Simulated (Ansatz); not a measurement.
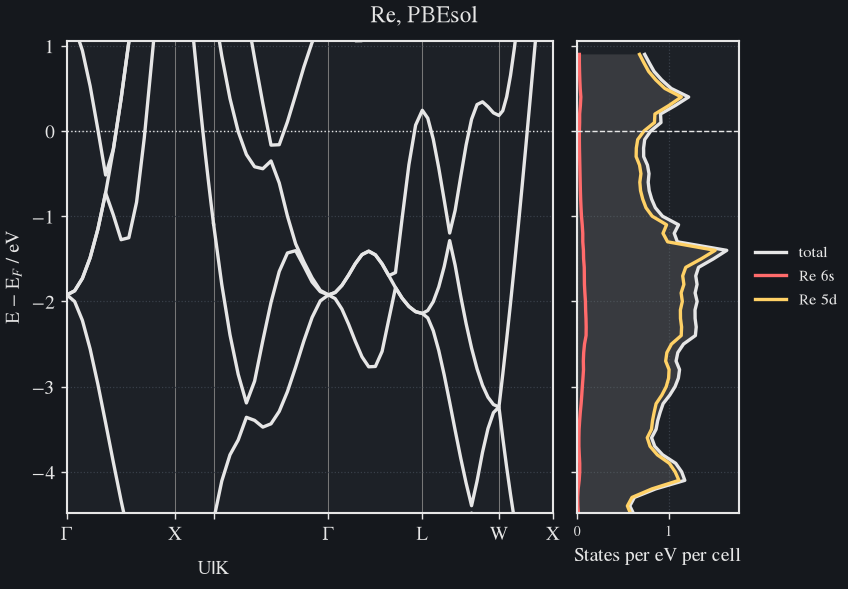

Band structure and density of states. Energies are counted from the Fermi level. The partial curves are projected on Löwdin-orthogonalised atomic shells.

Question: What lattice type does the k path imply?

Answer: A face-centred cubic lattice: the path Γ–X–U|K–Γ–L–W–X runs through the special points of its Brillouin zone.

The material is Re, space group Fm-3m (No. 225), 1 atom in the cell.

Method: DFT PBEsol, scalar-relativistic, plane waves, PAW, no spin polarisation, 18×18×18 k mesh, 420 eV cutoff, Gaussian smearing of 0.1 eV (Ansatz 0.2.0).

Question: Metal, semiconductor or insulator?

Answer: A metal: 3 bands cross the Fermi level along this path.

Question: Where is the tallest peak in the window, and which states make it?

Answer: The tallest peak in the window is at −1.4 eV; by projected weight it is Re 5d almost alone.

Question: What is the density of states at the Fermi level?

Answer: The density of states at the Fermi level is about 0.82 per eV and cell (mean within 0.25 eV).

Spin-orbit coupling is left out, which matters for Re.
